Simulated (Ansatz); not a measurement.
# SnSe$_{2}$: one change and its effect

System: SnSe$_{2}$ (12 atoms in the cell).
Method of the first run: DFT PBE, scalar-relativistic, plane waves, PAW, no spin polarisation (Ansatz 0.2.0).

The structure derives from an entry of the Crystallography Open Database. Text and figures count atoms from 1; the logs count them from 0 in places.

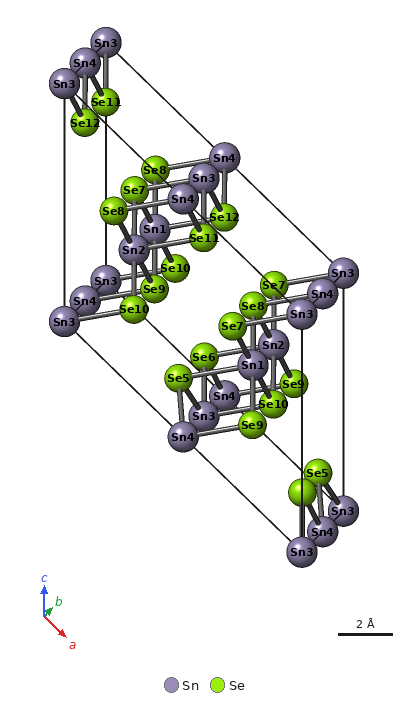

Figure 1. The input geometry (ball-and-stick view of the cell 2 times as large as that of the calculation, set on its symmetry axes, seen slightly off an axis; atoms are numbered from 1 in the order of the input). An atom can appear more than once, as a periodic image. Near neighbours in the periodic cell (some may lie outside the picture): Sn has 6 Se at 2.68 to 2.88 Å; Se has 3 Sn at 2.68 to 2.88 Å.

### Input, the first run
```yaml
crystal:
  lattice:
    - [3.8109987816, 0.0, -6.137]
    - [3.8109987816, 0.0, 6.137]
    - [-3.8109987816, -6.6008435173, 0.0]
  atoms:
    - { symbol: Sn, position: [0.0, 0.0, 0.5] }
    - { symbol: Sn, position: [0.5, 0.5, 0.5] }
    - { symbol: Sn, position: [0.0, 0.0, 0.0] }
    - { symbol: Sn, position: [0.5, 0.5, 0.0] }
    - { symbol: Se, position: [0.6865864734, 0.9552266391, 0.1418131125] }
    - { symbol: Se, position: [0.2083333334, 0.4583333334, 0.1666666667] }
    - { symbol: Se, position: [0.7083333334, 0.9583333334, 0.6666666667] }
    - { symbol: Se, position: [0.2083333334, 0.4583333334, 0.6666666667] }
    - { symbol: Se, position: [0.7916666667, 0.5416666667, 0.3333333333] }
    - { symbol: Se, position: [0.2916666666, 0.0416666667, 0.3333333333] }
    - { symbol: Se, position: [0.7916666667, 0.5416666667, 0.8333333333] }
    - { symbol: Se, position: [0.2916666666, 0.0416666667, 0.8333333333] }
basis:
  ecutwfc: 420
kpoints:
  mp_grid: { grid: [6, 6, 6] }
hamiltonian:
  xc: pbe
scf:
  occupations: { method: gaussian, width: 0.05 }
output:
  forces: true
  stress: true
  eigenvalues: true
  write_density: true
  write_potential: true
  elf: true
  volumetric_format: npy
```

Command:
```bash
ansatz run input.yaml --threads 2 --pin off --max-ram 5120MiB --backend cpu --events-out ev --progress --plain --runs-dir out
```

Hardware: 2 threads of Intel Xeon @ 2.70GHz, 189 GiB of memory available, shared host.

### Output, shortened to warnings, some set-up lines, iterations and results (the first run)
```
Basis set: ecut = 420 eV, 5991 PW (Γ), exchange–correlation on 100×100×108 points (8 copies of the dense FFT grid, shifted against one another)
Symmetry: 2 space group operations
k-points: 68 of 216 (time reversal used)
Initial density: superposition of atomic densities (neutral atoms: chi_scale 0, normalization atom), corrected by the library's trained network
[...]
SCF iter   1: F=—  HF=-67853.113191 eV  |F-HF|=—  |Δ(HF+E_count)|=         —  Δρ=1.51e-3  dr2=9.53e-3  ethr=1.77e-3  ⟨swp⟩=6.0  Hψ=27900  notcnv=0  defer=90
SCF iter   2: F=—  HF=-67853.108288 eV  |F-HF|=—  |Δ(HF+E_count)|=   4.90e-3  Δρ=7.26e-4  dr2=1.13e-3  ethr=5.18e-6  ⟨swp⟩=2.0  Hψ=14884  notcnv=0  defer=484
SCF iter   3: F=—  HF=-67853.108688 eV  |F-HF|=—  |Δ(HF+E_count)|=   4.00e-4  Δρ=3.04e-4  dr2=1.51e-4  ethr=6.15e-7  ⟨swp⟩=2.0  Hψ=12106  notcnv=0  defer=484
SCF iter   4: F=—  HF=-67853.108778 eV  |F-HF|=—  |Δ(HF+E_count)|=   9.00e-5  Δρ=1.09e-4  dr2=2.21e-5  ethr=8.20e-8  ⟨swp⟩=2.0  Hψ=12106  notcnv=0  defer=484
SCF iter   5: F=—  HF=-67853.108755 eV  |F-HF|=—  |Δ(HF+E_count)|=   2.26e-5  Δρ=2.05e-5  dr2=1.76e-6  ethr=1.20e-8  ⟨swp⟩=2.0  Hψ=8706  notcnv=0  defer=484
SCF iter   6: F=—  HF=-67853.108756 eV  |F-HF|=—  |Δ(HF+E_count)|=   9.11e-7  Δρ=9.39e-6  dr2=4.99e-7  ethr=9.54e-10  ⟨swp⟩=2.0  Hψ=12106  notcnv=0  defer=484
SCF iter   7: F=-67853.108756 eV  HF=-67853.108756 eV  |F-HF|=2.34e-9  |Δ(HF+E_count)|=   1.78e-7  Δρ=3.63e-6  dr2=6.54e-8  ethr=5.43e-11  ⟨swp⟩=12.8  Hψ=60473  notcnv=0
SCF 1 converged in 7 iterations: F = -67853.108756 eV  dr2 = 6.54e-8
SCF converged after 7 iterations
Free energy (F): -67853.108756 eV
Harris-Foulkes:  -67853.108756 eV  (|F-HF|=2.34e-9)
Internal energy: -67853.108756 eV  (E = F + TS)
E sigma→0 (E₀):  -67853.108756 eV
Fermi energy:    8.472091 eV
--- Per-component energies (eV) ---
  E_band       = -3429.959937
  E_kinetic    = 1704.781682
  E_local      = -24233.608247  (includes V_loc(G=0)·N_el)
  E_nonlocal   = -4889.807452
  E_hartree    = 12428.101731
  E_xc         = -2361.382002
  E_vxc        = -1168.120738  (∫ρ·V_xc dr)
  E_paw        = -31855.116088  (= ΣΔE_a)
  E_vpaw       = 300.600076  (= ΣTr[D̂ρ^β])
  E_aug_tail   = -0.004869  (compensation charges beyond the density's cutoff)
  E_ewald      = -18646.073512
  E_smearing   = -0.000000  (= −TS)
  E_closure    = -0.000000  (closes the sum)
  Σ components = -67853.108756   (vs F -67853.108756, Δ=0.00e0)
--- Forces (eV/Å), atoms counted from 1 ---
  atom   1  Sn     0.00000000     0.30772681     0.41164626
  atom   2  Sn     0.00000000    -0.05442412     0.08840107
  atom   3  Sn    -0.10188552     0.00264768     0.12698718
  atom   4  Sn     0.10188552     0.00264768     0.12698718
  atom   5  Se    -0.00000000    -0.67912541    -0.07116322
  atom   6  Se     0.00000000    -0.01453947     0.69726615
  atom   7  Se     0.10612051     0.14615697     0.68018712
  atom   8  Se    -0.10612051     0.14615697     0.68018712
  atom   9  Se     0.09468205     0.03388135    -0.65161379
  atom  10  Se    -0.09468205     0.03388135    -0.65161379
  atom  11  Se    -0.00000000    -0.00319440    -0.76857618
  atom  12  Se    -0.00000000     0.07818517    -0.66869844
  max |Σ_I F_I| component: 3.33e-6 eV/Å
--- Stress (GPa, compression-positive) ---
        4.557001       0.000000       0.000000
        0.000000       4.498506      -0.333735
        0.000000      -0.333735       5.456716
  P = ⅓ Tr σ = 4.8374 GPa (48.374 kbar)
```

The input of the second run differs as follows (lines with − go, lines with + come):
```diff
-    - { symbol: Se, position: [0.6865864734, 0.9552266391, 0.1418131125] }
+    - { symbol: Se, position: [0.7246434783, 0.9606633541, 0.1853068323] }
```

What does this change do to the results?

With the same functional and potentials, the second run lies 10.2 meV per atom higher. The gap on the mesh goes from 0.61 to 0.67 eV. The pressure goes from 4.84 to 5.81 GPa. The largest force goes from 0.769 to 1.866 eV/Å. The number of SCF iterations is the same.

### Output, shortened to warnings, some set-up lines, iterations and results (the second run)
```
Basis set: ecut = 420 eV, 5991 PW (Γ), exchange–correlation on 100×100×108 points (8 copies of the dense FFT grid, shifted against one another)
Symmetry: 2 space group operations
k-points: 68 of 216 (time reversal used)
Initial density: superposition of atomic densities (neutral atoms: chi_scale 0, normalization atom), corrected by the library's trained network
[...]
SCF iter   1: F=—  HF=-67852.991050 eV  |F-HF|=—  |Δ(HF+E_count)|=         —  Δρ=1.50e-3  dr2=9.53e-3  ethr=1.77e-3  ⟨swp⟩=6.0  Hψ=27913  notcnv=0  defer=117
SCF iter   2: F=—  HF=-67852.985886 eV  |F-HF|=—  |Δ(HF+E_count)|=   5.16e-3  Δρ=7.30e-4  dr2=1.17e-3  ethr=5.18e-6  ⟨swp⟩=2.0  Hψ=14977  notcnv=0  defer=508
SCF iter   3: F=—  HF=-67852.986290 eV  |F-HF|=—  |Δ(HF+E_count)|=   4.04e-4  Δρ=2.94e-4  dr2=1.35e-4  ethr=6.36e-7  ⟨swp⟩=2.0  Hψ=12787  notcnv=0  defer=508
SCF iter   4: F=—  HF=-67852.986365 eV  |F-HF|=—  |Δ(HF+E_count)|=   7.53e-5  Δρ=1.08e-4  dr2=2.14e-5  ethr=7.36e-8  ⟨swp⟩=2.0  Hψ=12379  notcnv=0  defer=508
SCF iter   5: F=—  HF=-67852.986340 eV  |F-HF|=—  |Δ(HF+E_count)|=   2.54e-5  Δρ=2.02e-5  dr2=1.66e-6  ethr=1.16e-8  ⟨swp⟩=2.0  Hψ=8707  notcnv=0  defer=508
SCF iter   6: F=—  HF=-67852.986341 eV  |F-HF|=—  |Δ(HF+E_count)|=   8.66e-7  Δρ=9.38e-6  dr2=4.52e-7  ethr=9.01e-10  ⟨swp⟩=2.0  Hψ=11903  notcnv=0  defer=508
SCF iter   7: F=-67852.986341 eV  HF=-67852.986341 eV  |F-HF|=4.13e-9  |Δ(HF+E_count)|=   1.66e-7  Δρ=3.38e-6  dr2=5.39e-8  ethr=5.43e-11  ⟨swp⟩=13.0  Hψ=60402  notcnv=0
SCF 1 converged in 7 iterations: F = -67852.986341 eV  dr2 = 5.39e-8
SCF converged after 7 iterations
Free energy (F): -67852.986341 eV
Harris-Foulkes:  -67852.986341 eV  (|F-HF|=4.13e-9)
Internal energy: -67852.986341 eV  (E = F + TS)
E sigma→0 (E₀):  -67852.986341 eV
Fermi energy:    8.478199 eV
--- Per-component energies (eV) ---
  E_band       = -3432.243811
  E_kinetic    = 1707.546065
  E_local      = -24461.274926  (includes V_loc(G=0)·N_el)
  E_nonlocal   = -4889.998614
  E_hartree    = 12540.219808
  E_xc         = -2362.372511
  E_vxc        = -1169.482520  (∫ρ·V_xc dr)
  E_paw        = -31855.303304  (= ΣΔE_a)
  E_vpaw       = 300.533421  (= ΣTr[D̂ρ^β])
  E_aug_tail   = -0.004870  (compensation charges beyond the density's cutoff)
  E_ewald      = -18531.797991
  E_smearing   = -0.000000  (= −TS)
  E_closure    = -0.000000  (closes the sum)
  Σ components = -67852.986341   (vs F -67852.986341, Δ=0.00e0)
--- Forces (eV/Å), atoms counted from 1 ---
  atom   1  Sn    -0.00000000    -0.65735318    -0.62304925
  atom   2  Sn    -0.00000000     0.04782218    -0.06934252
  atom   3  Sn     0.06532645    -0.01817531    -0.07518396
  atom   4  Sn    -0.06532645    -0.01817531    -0.07518396
  atom   5  Se     0.00000000     0.95934332     1.60035760
  atom   6  Se     0.00000000     0.01517412     0.74066882
  atom   7  Se    -0.08385727    -0.11646995     0.75522646
  atom   8  Se     0.08385727    -0.11646995     0.75522646
  atom   9  Se    -0.09664497    -0.02483068    -0.79893004
  atom  10  Se     0.09664497    -0.02483068    -0.79893004
  atom  11  Se    -0.00000000    -0.01096244    -0.67260233
  atom  12  Se    -0.00000000    -0.03507556    -0.73824446
  max |Σ_I F_I| component: 1.28e-5 eV/Å
--- Stress (GPa, compression-positive) ---
        5.072051       0.000000       0.000000
        0.000000       5.453519       0.556687
        0.000000       0.556687       6.910021
  P = ⅓ Tr σ = 5.8119 GPa (58.119 kbar)
```

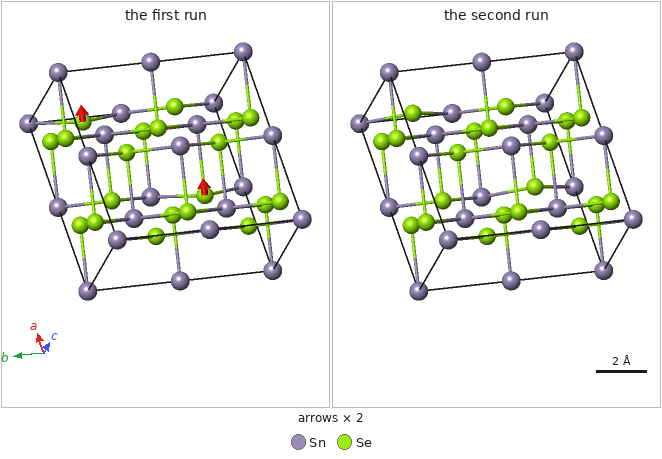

Figure 2. The two input geometries at one scale (ball-and-stick view of the cell 2 times as large as that of the calculation, set on its symmetry axes, seen at an oblique angle). The red arrows on the first give the shifts of the atoms relative to the cell, magnified 2 times. A Se atom moves most: 0.35 Å. Sn stays in place. The cell doesn't change. Among the contacts that change: Se–Sn 2.882 → 2.532 Å.

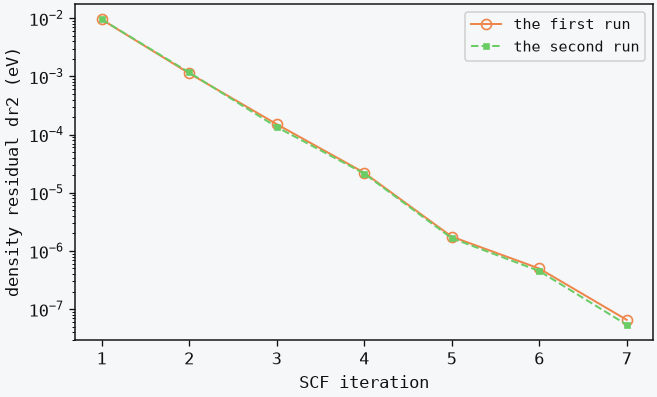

Figure 3. Convergence of the two runs: density residual dr2 against the SCF iteration. The first run takes 7 iterations in all, and the second run takes 7.

### The two runs side by side

| quantity | the first run | the second run |
| --- | --- | --- |
| outcome | converged | converged |
| free energy per atom (eV) | −5654.4257 | −5654.4155 |
| gap on the mesh (eV) | 0.61 | 0.67 |
| pressure (GPa) | 4.84 | 5.81 |
| largest force (eV/Å) | 0.769 | 1.866 |
| SCF iterations | 7 | 7 |
| irreducible k-points | 68 | 68 |
| plane waves at Γ | 5991 | 5991 |
| wall time (shared host) | 2.4 min | 2.7 min |

For the second run: The cell is under a pressure of 5.8 GPa at this level, so it is not at its equilibrium volume.
